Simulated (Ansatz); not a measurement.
## Geometry relaxation of C25H3 (part 1 of 3)

The run: geometry relaxation of C25H3 (slab, 28 atoms in the cell). Method and program: DFT PBE+D3(BJ), scalar-relativistic, plane waves, PAW, no spin polarisation (Ansatz 0.2.0).

The structure derives from an entry of the Crystallography Open Database. The input holds or restrains some coordinates. Forces given for the steps count only the free coordinates. It belongs to a series of runs on one base structure; here: CH3 put at a top C site. Figures and captions count atoms from 1; the log counts them from 0 in places.

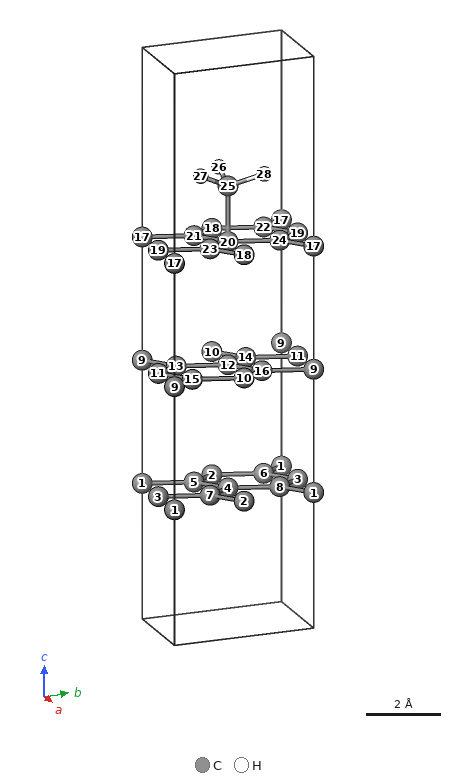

Fig. 1: The input geometry (ball-and-stick view of the cell of the calculation, with the vacuum cut short, seen slightly off an axis; atoms are numbered from 1 in the order of the input). An atom can appear more than once, as a periodic image.

### The input
```yaml
crystal:
  lattice:
    - [4.9299593294, 0.0, 0.0]
    - [-2.4649796647, 4.2694700189, 0.0]
    - [0.0, 0.0, 26.111234713]
  atoms:
    - { symbol: C, position: [0.0, 0.0, 0.3255303829] }
    - { symbol: C, position: [0.0, 0.5, 0.3255303829] }
    - { symbol: C, position: [0.5, 0.0, 0.3255303829] }
    - { symbol: C, position: [0.5, 0.5, 0.3255303829] }
    - { symbol: C, position: [0.1666666667, 0.3333333333, 0.3255303739] }
    - { symbol: C, position: [0.1666666667, 0.8333333333, 0.3255303739] }
    - { symbol: C, position: [0.6666666667, 0.3333333333, 0.3255303739] }
    - { symbol: C, position: [0.6666666667, 0.8333333333, 0.3255303739] }
    - { symbol: C, position: [0.0, 0.0, 0.4545635864] }
    - { symbol: C, position: [0.0, 0.5, 0.4545635864] }
    - { symbol: C, position: [0.5, 0.0, 0.4545635864] }
    - { symbol: C, position: [0.5, 0.5, 0.4545635864] }
    - { symbol: C, position: [0.3333333333, 0.1666666667, 0.4545635773] }
    - { symbol: C, position: [0.3333333333, 0.6666666667, 0.4545635773] }
    - { symbol: C, position: [0.8333333333, 0.1666666667, 0.4545635773] }
    - { symbol: C, position: [0.8333333333, 0.6666666667, 0.4545635773] }
    - { symbol: C, position: [0.0, 0.0, 0.5835967898] }
    - { symbol: C, position: [0.0, 0.5, 0.5835967898] }
    - { symbol: C, position: [0.5, 0.0, 0.5835967898] }
    - { symbol: C, position: [0.5, 0.5, 0.5835967898] }
    - { symbol: C, position: [0.1666666667, 0.3333333333, 0.5835967808] }
    - { symbol: C, position: [0.1666666667, 0.8333333333, 0.5835967808] }
    - { symbol: C, position: [0.6666666667, 0.3333333333, 0.5835967808] }
    - { symbol: C, position: [0.6666666667, 0.8333333333, 0.5835967808] }
    - { symbol: C, position: [0.5, 0.5, 0.6418092802] }
    - { symbol: H, position: [0.2851802052, 0.4850831244, 0.6560867343] }
    - { symbol: H, position: [0.5149168756, 0.3000970808, 0.6560867343] }
    - { symbol: H, position: [0.6999029192, 0.7148197948, 0.6560867343] }
basis:
  ecutwfc: 420
kpoints:
  mp_grid: { grid: [6, 6, 1] }
hamiltonian:
  xc: pbe
  dispersion: d3bj
scf:
  occupations: { method: gaussian, width: 0.1 }
output:
  forces: true
  eigenvalues: true
  write_density: true
  write_potential: true
  elf: true
  volumetric_format: npy
relax:
  adjacent_minimum: "off"
  f_tol: 0.03
  max_steps: 70
  constraints: [{ sites: [0, 1, 2, 3, 4, 5, 6, 7] }]
efield:
  axis: 3
  dipole_correction: true
  ramp_width: 0.04
```

Run on 4 threads of Intel Xeon @ 2.90GHz (Ice Lake), 64 GiB of memory available, shared host.

Command:
```bash
ansatz run input.yaml --threads 4 --pin off --max-ram 10240MiB --backend cpu --events-out ev --progress --plain --runs-dir out
```

### What the program printed
```
Engine: ansatz 0.2.0, x86_64-unknown-linux-gnu
Pseudopotentials: kind: paw
Pseudopotential: C, paw, valence charge 4, recommended cutoff 420 eV (normal), C.paw.azcp
Pseudopotential: H, paw, valence charge 1, recommended cutoff 420 eV (normal), H.paw.azcp
Functional definition: PBE
  parameter kappa = 0.804
  parameter beta = 0.06672455060314922
  exchange = pbe_x(kappa = kappa, mu = beta*pi^2/3)
  correlation = pbe_c(beta = beta)
Crystal: 28 atoms, lattice volume = 549.597 Å³
Basis set: ecut = 420 eV, 10785 PW (Γ), exchange–correlation on 72×72×360 points (8 copies of the dense FFT grid, shifted against one another)
Bands: 80, of which v1, the nominal top of the filled ones, is band 52 counted from 1 (51 counted from 0)
Symmetry: 3 space group operations
Space group: P3 (ITA 143), of the structure as read, at distance tolerance 8.2e-5 Å
k-points: 8 of 36 (time reversal used)
Non-local potential: C, projectors of the file, l = 0: 2, l = 1: 2, l = 2: 1
Non-local potential: H, projectors of the file, l = 0: 2, l = 1: 1
PAW form: soft (Blöchl's): semilocal exchange-correlation on the pseudo side does not see the compensation charge
PAW one-centre angular grid: C, 110 points (default); XC on 64 Gauss nodes
PAW one-centre angular grid: H, 110 points (default); XC on 64 Gauss nodes
Initial density: superposition of atomic densities (neutral atoms: chi_scale 0, normalization atom), corrected by the library's trained network
Initial wavefunctions: pseudopotential atomic-orbital guess
Functional: x = pbe(κ = 0.804, μ = 0.2195149727645171), c = pbe(β = 0.06672455060314922)
SCF iter   1: F=—  HF=-6321.081855 eV  |F-HF|=—  |Δ(HF+E_count)|=         —  Δρ=4.70e-3  dr2=6.59e-1  ethr=1.77e-3  p=0.000 e·Å  D=1.06e-5 V/Å  ΔV_dip=-0.00 eV  dr2_dipole=2.23e-1  V_vac-E_F(+/−)=4.24/4.24 eV  ⟨swp⟩=13.1  Hψ=4586  notcnv=0  defer=84
efield: sawtooth ramp at fractional position 0.9708 (placed from the atoms, in the widest stretch of the axis that holds none; the zero of the levels goes with the place), width 0.0400; the density the first Hamiltonian is built on has a dipole p = 0.000 e·Å; the dipole correction subtracts the counter field D = 1.06e-5 V/Å, which shifts the + side's vacuum level by -0.00 eV against the − side's; the planar-averaged density in the ramp window peaks in size at 1.0e-5 e/Å³
preconditioner: auto → LDOS  [metal: Δε(μ)=0.041 eV  Ē_g=15.159 eV  σ=0.100 eV  W_gap=0.23  n_scr=94 (ndim 8)  ℏωp=16.1 eV  f_vac=0.568  D(μ)=6.60/eV (n_scr^D=18)  β→1.0]
SCF iter   2: F=—  HF=-6321.004036 eV  |F-HF|=—  |Δ(HF+E_count)|=   7.78e-2  Δρ=4.27e-3  dr2=1.83e-1  ethr=6.40e-4  p=0.077 e·Å  D=2.53e-2 V/Å  ΔV_dip=-0.66 eV  dr2_dipole=9.88e-3  V_vac-E_F(+/−)=3.47/4.13 eV  ⟨swp⟩=2.9  Hψ=864  notcnv=0  defer=164
SCF iter   3: F=—  HF=-6320.991605 eV  |F-HF|=—  |Δ(HF+E_count)|=   1.24e-2  Δρ=4.27e-3  dr2=1.40e-1  ethr=1.78e-4  p=0.132 e·Å  D=4.35e-2 V/Å  ΔV_dip=-1.13 eV  dr2_dipole=5.93e-4  V_vac-E_F(+/−)=3.23/4.37 eV  ⟨swp⟩=2.0  Hψ=929  notcnv=0  defer=164
SCF iter   4: F=—  HF=-6320.969860 eV  |F-HF|=—  |Δ(HF+E_count)|=   2.17e-2  Δρ=2.60e-3  dr2=6.05e-2  ethr=1.36e-4  p=0.134 e·Å  D=4.42e-2 V/Å  ΔV_dip=-1.15 eV  dr2_dipole=1.41e-5  V_vac-E_F(+/−)=3.12/4.27 eV  ⟨swp⟩=2.0  Hψ=922  notcnv=0  defer=162
SCF iter   5: F=—  HF=-6320.960899 eV  |F-HF|=—  |Δ(HF+E_count)|=   8.96e-3  Δρ=1.62e-3  dr2=2.42e-2  ethr=5.87e-5  p=0.145 e·Å  D=4.79e-2 V/Å  ΔV_dip=-1.25 eV  dr2_dipole=6.44e-5  V_vac-E_F(+/−)=3.00/4.25 eV  ⟨swp⟩=2.0  Hψ=663  notcnv=0  defer=164
SCF iter   6: F=—  HF=-6320.957023 eV  |F-HF|=—  |Δ(HF+E_count)|=   3.88e-3  Δρ=9.25e-4  dr2=7.89e-3  ethr=2.35e-5  p=0.159 e·Å  D=5.24e-2 V/Å  ΔV_dip=-1.37 eV  dr2_dipole=1.21e-3  V_vac-E_F(+/−)=2.90/4.27 eV  ⟨swp⟩=2.8  Hψ=992  notcnv=0  defer=162
SCF iter   7: F=—  HF=-6320.955737 eV  |F-HF|=—  |Δ(HF+E_count)|=   1.29e-3  Δρ=4.58e-4  dr2=1.34e-3  ethr=7.66e-6  p=0.167 e·Å  D=5.48e-2 V/Å  ΔV_dip=-1.43 eV  dr2_dipole=8.60e-5  V_vac-E_F(+/−)=2.85/4.28 eV  ⟨swp⟩=2.2  Hψ=842  notcnv=0  defer=161
SCF iter   8: F=—  HF=-6320.955667 eV  |F-HF|=—  |Δ(HF+E_count)|=   6.92e-5  Δρ=2.20e-4  dr2=3.82e-4  ethr=1.30e-6  p=0.165 e·Å  D=5.44e-2 V/Å  ΔV_dip=-1.42 eV  dr2_dipole=1.80e-6  V_vac-E_F(+/−)=2.85/4.27 eV  ⟨swp⟩=2.1  Hψ=806  notcnv=0  defer=161
SCF iter   9: F=—  HF=-6320.955643 eV  |F-HF|=—  |Δ(HF+E_count)|=   2.45e-5  Δρ=1.06e-4  dr2=1.11e-4  ethr=3.71e-7  p=0.165 e·Å  D=5.44e-2 V/Å  ΔV_dip=-1.42 eV  dr2_dipole=9.48e-8  V_vac-E_F(+/−)=2.85/4.27 eV  ⟨swp⟩=2.1  Hψ=760  notcnv=0  defer=161
SCF iter  10: F=—  HF=-6320.955642 eV  |F-HF|=—  |Δ(HF+E_count)|=   7.14e-7  Δρ=6.91e-5  dr2=3.69e-5  ethr=1.08e-7  p=0.164 e·Å  D=5.41e-2 V/Å  ΔV_dip=-1.41 eV  dr2_dipole=1.43e-6  V_vac-E_F(+/−)=2.86/4.27 eV  ⟨swp⟩=2.0  Hψ=721  notcnv=0  defer=161
SCF iter  11: F=-6320.955635 eV  HF=-6320.955643 eV  |F-HF|=7.78e-6  |Δ(HF+E_count)|=   8.34e-7  Δρ=4.99e-5  dr2=1.66e-5  ethr=2.18e-8  p=0.164 e·Å  D=5.40e-2 V/Å  ΔV_dip=-1.41 eV  dr2_dipole=4.52e-8  V_vac-E_F(+/−)=2.86/4.27 eV  ⟨swp⟩=33.6  Hψ=7702  notcnv=0
SCF 1 converged in 11 iterations: F = -6320.955635 eV  dr2 = 1.66e-5
  greatest PAW one-centre occupation: 0.678 electrons in one spin orbital (limit 2), on the C atom at site 19 (counted from 0), in its partial waves of l = 0
relax step   1: F+E_penalty+E_count = -6320.95563521 eV  Δ(F+E_penalty+E_count) = +0.000e0 eV  max|allowed force component| = 5.280e0 eV/Å  Δτ_max = 0.0000 Å  (11 SCF iters, dr2 threshold 2.25e-5 eV, accepted)
Initial density: handed on by an earlier stage of this run
Initial wavefunctions: those handed on with the density
iter 1 solved again at ethr=1.16e-3 eV; its pass at ethr=3.10e-3 eV (dr2=1.19e0 eV) is discarded
SCF iter   1: F=—  HF=-6323.005575 eV  |F-HF|=—  |Δ(HF+E_count)|=         —  Δρ=1.77e-2  dr2=1.22e0  ethr=1.16e-3  p=0.164 e·Å  D=5.40e-2 V/Å  ΔV_dip=-1.41 eV  dr2_dipole=7.10e-2  V_vac-E_F(+/−)=3.12/4.53 eV  ⟨swp⟩=1.1  Hψ=2591  notcnv=0  defer=141
efield: sawtooth ramp at fractional position 0.9708 (handed on by an earlier solve), width 0.0400; the density the first Hamiltonian is built on has a dipole p = 0.164 e·Å; the dipole correction subtracts the counter field D = 5.40e-2 V/Å, which shifts the + side's vacuum level by -1.41 eV against the − side's; the planar-averaged density in the ramp window peaks in size at 2.7e-7 e/Å³
preconditioner: auto → LDOS  [insulator: Δε(μ)=0.155 eV  Ē_g=14.739 eV  σ=0.100 eV  W_gap=0.51  n_scr=94 (ndim 8)  ℏωp=16.1 eV  f_vac=0.566  D(μ)=6.48/eV (n_scr^D=12)  ε∞_Penn≈2.2  β→1.0]
SCF iter   2: F=—  HF=-6322.750921 eV  |F-HF|=—  |Δ(HF+E_count)|=   2.55e-1  Δρ=6.91e-3  dr2=3.87e-1  ethr=1.16e-3  p=0.099 e·Å  D=3.26e-2 V/Å  ΔV_dip=-0.85 eV  dr2_dipole=4.90e-2  V_vac-E_F(+/−)=3.17/4.03 eV  ⟨swp⟩=3.0  Hψ=1046  notcnv=0  defer=144
SCF iter   3: F=—  HF=-6322.776391 eV  |F-HF|=—  |Δ(HF+E_count)|=   2.55e-2  Δρ=4.03e-3  dr2=4.31e-1  ethr=3.76e-4  p=0.217 e·Å  D=7.14e-2 V/Å  ΔV_dip=-1.86 eV  dr2_dipole=1.66e-1  V_vac-E_F(+/−)=3.16/5.03 eV  ⟨swp⟩=2.1  Hψ=1120  notcnv=0  defer=168
SCF iter   4: F=—  HF=-6322.713889 eV  |F-HF|=—  |Δ(HF+E_count)|=   6.25e-2  Δρ=2.35e-3  dr2=1.54e-1  ethr=3.76e-4  p=0.152 e·Å  D=5.02e-2 V/Å  ΔV_dip=-1.31 eV  dr2_dipole=5.58e-2  V_vac-E_F(+/−)=3.18/4.49 eV  ⟨swp⟩=2.0  Hψ=617  notcnv=0  defer=168
SCF iter   5: F=—  HF=-6322.707316 eV  |F-HF|=—  |Δ(HF+E_count)|=   6.57e-3  Δρ=1.70e-3  dr2=1.14e-1  ethr=1.50e-4  p=0.114 e·Å  D=3.76e-2 V/Å  ΔV_dip=-0.98 eV  dr2_dipole=3.55e-2  V_vac-E_F(+/−)=3.23/4.21 eV  ⟨swp⟩=2.0  Hψ=769  notcnv=0  defer=164
SCF iter   6: F=—  HF=-6322.702289 eV  |F-HF|=—  |Δ(HF+E_count)|=   5.03e-3  Δρ=1.34e-3  dr2=8.36e-2  ethr=1.10e-4  p=0.115 e·Å  D=3.79e-2 V/Å  ΔV_dip=-0.99 eV  dr2_dipole=2.83e-2  V_vac-E_F(+/−)=3.24/4.23 eV  ⟨swp⟩=1.0  Hψ=470  notcnv=0  defer=164
SCF iter   7: F=—  HF=-6322.696724 eV  |F-HF|=—  |Δ(HF+E_count)|=   5.56e-3  Δρ=6.09e-4  dr2=3.32e-3  ethr=8.12e-5  p=0.120 e·Å  D=3.96e-2 V/Å  ΔV_dip=-1.04 eV  dr2_dipole=4.53e-4  V_vac-E_F(+/−)=3.24/4.28 eV  ⟨swp⟩=1.0  Hψ=514  notcnv=0  defer=164
SCF iter   8: F=—  HF=-6322.696540 eV  |F-HF|=—  |Δ(HF+E_count)|=   1.84e-4  Δρ=3.80e-4  dr2=2.96e-3  ethr=3.23e-6  p=0.121 e·Å  D=3.99e-2 V/Å  ΔV_dip=-1.04 eV  dr2_dipole=6.59e-4  V_vac-E_F(+/−)=3.25/4.29 eV  ⟨swp⟩=2.2  Hψ=805  notcnv=0  defer=164
SCF iter   9: F=—  HF=-6322.696502 eV  |F-HF|=—  |Δ(HF+E_count)|=   3.76e-5  Δρ=3.14e-4  dr2=3.02e-3  ethr=2.87e-6  p=0.117 e·Å  D=3.85e-2 V/Å  ΔV_dip=-1.00 eV  dr2_dipole=1.26e-3  V_vac-E_F(+/−)=3.26/4.26 eV  ⟨swp⟩=1.0  Hψ=470  notcnv=0  defer=164
SCF iter  10: F=—  HF=-6322.696358 eV  |F-HF|=—  |Δ(HF+E_count)|=   1.44e-4  Δρ=1.91e-4  dr2=3.22e-4  ethr=2.87e-6  p=0.119 e·Å  D=3.93e-2 V/Å  ΔV_dip=-1.03 eV  dr2_dipole=7.66e-7  V_vac-E_F(+/−)=3.25/4.28 eV  ⟨swp⟩=1.0  Hψ=536  notcnv=0  defer=162
SCF iter  11: F=—  HF=-6322.696347 eV  |F-HF|=—  |Δ(HF+E_count)|=   1.12e-5  Δρ=1.33e-4  dr2=4.03e-4  ethr=3.12e-7  p=0.120 e·Å  D=3.96e-2 V/Å  ΔV_dip=-1.03 eV  dr2_dipole=8.30e-5  V_vac-E_F(+/−)=3.25/4.28 eV  ⟨swp⟩=2.0  Hψ=545  notcnv=0  defer=162
SCF iter  12: F=-6322.696259 eV  HF=-6322.696343 eV  |F-HF|=8.38e-5  |Δ(HF+E_count)|=   4.11e-6  Δρ=8.03e-5  dr2=8.96e-5  ethr=9.71e-8  p=0.120 e·Å  D=3.96e-2 V/Å  ΔV_dip=-1.04 eV  dr2_dipole=1.26e-5  V_vac-E_F(+/−)=3.24/4.28 eV  ⟨swp⟩=25.0  Hψ=7165  notcnv=0
SCF 2 converged in 12 iterations: F = -6322.696259 eV  dr2 = 8.96e-5
  greatest PAW one-centre occupation: 0.676 electrons in one spin orbital (limit 2), on the C atom at site 23 (counted from 0), in its partial waves of l = 0
relax step   2: F+E_penalty+E_count = -6322.69625891 eV  Δ(F+E_penalty+E_count) = -1.741e0 eV  max|allowed force component| = 2.125e0 eV/Å  Δτ_max = 0.1949 Å  (12 SCF iters, dr2 threshold 1.00e-4 eV, accepted)
[... from here on the SCF iterations and repeated set-up lines of each step are left out, up to the last step ...]
SCF 3 converged in 11 iterations: F = -6323.107565 eV  dr2 = 8.19e-5
relax step   3: F+E_penalty+E_count = -6323.10756459 eV  Δ(F+E_penalty+E_count) = -4.113e-1 eV  max|allowed force component| = 4.372e-1 eV/Å  Δτ_max = 0.1928 Å  (11 SCF iters, dr2 threshold 1.00e-4 eV, accepted)
SCF 4 converged in 10 iterations: F = -6323.148381 eV  dr2 = 1.01e-5
relax step   4: F+E_penalty+E_count = -6323.14838149 eV  Δ(F+E_penalty+E_count) = -4.082e-2 eV  max|allowed force component| = 3.919e-1 eV/Å  Δτ_max = 0.1820 Å  (10 SCF iters, dr2 threshold 1.19e-5 eV, accepted)
SCF 5 converged in 10 iterations: F = -6323.167848 eV  dr2 = 2.64e-6
relax step   5: F+E_penalty+E_count = -6323.16784821 eV  Δ(F+E_penalty+E_count) = -1.947e-2 eV  max|allowed force component| = 4.088e-1 eV/Å  Δτ_max = 0.1799 Å  (10 SCF iters, dr2 threshold 9.60e-6 eV, accepted)
SCF 6 converged in 6 iterations: F = -6323.177629 eV  dr2 = 6.78e-5
relax step   6: F+E_penalty+E_count = -6323.17762868 eV  Δ(F+E_penalty+E_count) = -9.780e-3 eV  max|allowed force component| = 2.302e-1 eV/Å  Δτ_max = 0.0255 Å  (6 SCF iters, dr2 threshold 1.00e-4 eV, accepted)
SCF 7 converged in 9 iterations: F = -6323.169892 eV  dr2 = 4.49e-6
relax step   7: F+E_penalty+E_count = -6323.16989186 eV  Δ(F+E_penalty+E_count) = +7.737e-3 eV  max|allowed force component| = 5.727e-1 eV/Å  Δτ_max = 0.0332 Å  (9 SCF iters, dr2 threshold 1.68e-5 eV, rejected (line search))
SCF 8 converged in 11 iterations: F = -6323.182087 eV  dr2 = 5.81e-8
relax step   8: F+E_penalty+E_count = -6323.18208666 eV  Δ(F+E_penalty+E_count) = -4.458e-3 eV  max|allowed force component| = 6.640e-2 eV/Å  Δτ_max = 0.0159 Å  (11 SCF iters, accepted)
SCF iter   1: F=—  HF=-6323.187735 eV  |F-HF|=—  |Δ(HF+E_count)|=         —  Δρ=2.16e-3  dr2=1.66e-2  ethr=5.93e-4  p=0.092 e·Å  D=3.01e-2 V/Å  ΔV_dip=-0.79 eV  dr2_dipole=4.60e-4  V_vac-E_F(+/−)=3.50/4.28 eV  ⟨swp⟩=2.0  Hψ=1192  notcnv=0  defer=170
efield: sawtooth ramp at fractional position 0.9708 (handed on by an earlier solve), width 0.0400; the density the first Hamiltonian is built on has a dipole p = 0.092 e·Å; the dipole correction subtracts the counter field D = 3.01e-2 V/Å, which shifts the + side's vacuum level by -0.79 eV against the − side's; the planar-averaged density in the ramp window peaks in size at 2.0e-6 e/Å³
preconditioner: auto → LDOS  [metal: Δε(μ)=0.018 eV  Ē_g=14.770 eV  σ=0.100 eV  W_gap=0.10  n_scr=94 (ndim 8)  ℏωp=16.1 eV  f_vac=0.560  D(μ)=9.69/eV (n_scr^D=68)  β→1.0]
SCF iter   2: F=—  HF=-6323.184054 eV  |F-HF|=—  |Δ(HF+E_count)|=   3.68e-3  Δρ=8.11e-4  dr2=5.23e-3  ethr=1.61e-5  p=0.092 e·Å  D=3.03e-2 V/Å  ΔV_dip=-0.79 eV  dr2_dipole=4.32e-4  V_vac-E_F(+/−)=3.49/4.28 eV  ⟨swp⟩=2.0  Hψ=1144  notcnv=0  defer=173
SCF iter   3: F=—  HF=-6323.182968 eV  |F-HF|=—  |Δ(HF+E_count)|=   1.09e-3  Δρ=1.70e-4  dr2=2.05e-4  ethr=5.07e-6  p=0.092 e·Å  D=3.03e-2 V/Å  ΔV_dip=-0.79 eV  dr2_dipole=2.82e-5  V_vac-E_F(+/−)=3.49/4.28 eV  ⟨swp⟩=2.0  Hψ=824  notcnv=0  defer=173
SCF iter   4: F=—  HF=-6323.182994 eV  |F-HF|=—  |Δ(HF+E_count)|=   2.62e-5  Δρ=6.76e-5  dr2=3.16e-5  ethr=1.99e-7  p=0.092 e·Å  D=3.04e-2 V/Å  ΔV_dip=-0.79 eV  dr2_dipole=4.32e-6  V_vac-E_F(+/−)=3.49/4.28 eV  ⟨swp⟩=2.0  Hψ=880  notcnv=0  defer=173
SCF iter   5: F=—  HF=-6323.182769 eV  |F-HF|=—  |Δ(HF+E_count)|=   2.25e-4  Δρ=4.36e-5  dr2=1.59e-5  ethr=3.07e-8  p=0.092 e·Å  D=3.03e-2 V/Å  ΔV_dip=-0.79 eV  dr2_dipole=1.45e-6  V_vac-E_F(+/−)=3.49/4.28 eV  ⟨swp⟩=2.0  Hψ=763  notcnv=0  defer=171
SCF iter   6: F=—  HF=-6323.182772 eV  |F-HF|=—  |Δ(HF+E_count)|=   3.50e-6  Δρ=3.10e-5  dr2=7.48e-6  ethr=1.54e-8  p=0.092 e·Å  D=3.03e-2 V/Å  ΔV_dip=-0.79 eV  dr2_dipole=9.35e-8  V_vac-E_F(+/−)=3.49/4.28 eV  ⟨swp⟩=2.0  Hψ=775  notcnv=0  defer=171
SCF iter   7: F=—  HF=-6323.182772 eV  |F-HF|=—  |Δ(HF+E_count)|=   6.11e-8  Δρ=2.35e-5  dr2=4.43e-6  ethr=7.26e-9  p=0.092 e·Å  D=3.02e-2 V/Å  ΔV_dip=-0.79 eV  dr2_dipole=2.87e-8  V_vac-E_F(+/−)=3.49/4.28 eV  ⟨swp⟩=2.1  Hψ=712  notcnv=0  defer=171
SCF iter   8: F=—  HF=-6323.182772 eV  |F-HF|=—  |Δ(HF+E_count)|=   2.36e-8  Δρ=1.69e-5  dr2=2.49e-6  ethr=4.30e-9  p=0.092 e·Å  D=3.02e-2 V/Å  ΔV_dip=-0.79 eV  dr2_dipole=1.90e-7  V_vac-E_F(+/−)=3.49/4.28 eV  ⟨swp⟩=2.8  Hψ=711  notcnv=0  defer=171
SCF iter   9: F=—  HF=-6323.182772 eV  |F-HF|=—  |Δ(HF+E_count)|=   3.66e-7  Δρ=1.03e-5  dr2=8.60e-7  ethr=2.41e-9  p=0.092 e·Å  D=3.02e-2 V/Å  ΔV_dip=-0.79 eV  dr2_dipole=1.28e-8  V_vac-E_F(+/−)=3.49/4.28 eV  ⟨swp⟩=2.6  Hψ=800  notcnv=0  defer=171
SCF iter  10: F=—  HF=-6323.182773 eV  |F-HF|=—  |Δ(HF+E_count)|=   2.73e-7  Δρ=4.38e-6  dr2=1.35e-7  ethr=8.35e-10  p=0.092 e·Å  D=3.02e-2 V/Å  ΔV_dip=-0.79 eV  dr2_dipole=8.13e-9  V_vac-E_F(+/−)=3.49/4.28 eV  ⟨swp⟩=2.0  Hψ=793  notcnv=0  defer=171
SCF iter  11: F=-6323.182773 eV  HF=-6323.182773 eV  |F-HF|=9.55e-8  |Δ(HF+E_count)|=   8.99e-8  Δρ=1.41e-6  dr2=1.09e-8  ethr=9.71e-11  p=0.092 e·Å  D=3.02e-2 V/Å  ΔV_dip=-0.79 eV  dr2_dipole=1.34e-10  V_vac-E_F(+/−)=3.49/4.28 eV  ⟨swp⟩=17.8  Hψ=5164  notcnv=0
SCF 9 converged in 11 iterations: F = -6323.182773 eV  dr2 = 1.09e-8
relax step   9: F+E_penalty+E_count = -6323.18277292 eV  Δ(F+E_penalty+E_count) = -6.863e-4 eV  max|allowed force component| = 1.570e-2 eV/Å  Δτ_max = 0.0228 Å  (11 SCF iters, accepted)
```
